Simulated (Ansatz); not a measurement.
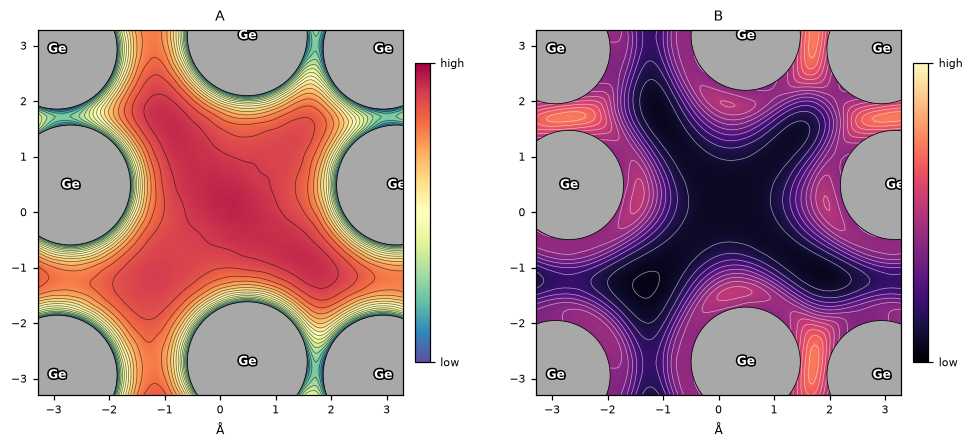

Ge: 2 fields on the (001) plane of the conventional cell, with unlabelled colour scales. Grey discs cover the atomic cores.

Space group P4₃2₁2.

Method: DFT LDA, scalar-relativistic, plane waves, PAW in Ansatz 0.2.0.

### Which field does each panel show? The fields are: electron localisation function and electrostatic potential energy of an electron.

Panel A: electrostatic potential energy of an electron (low next to the atoms, rising into the space between them). Panel B: electron localisation function. From the grid: Ge–Ge (2.46 Å): the ELF peaks at about 0.75 between the atoms.
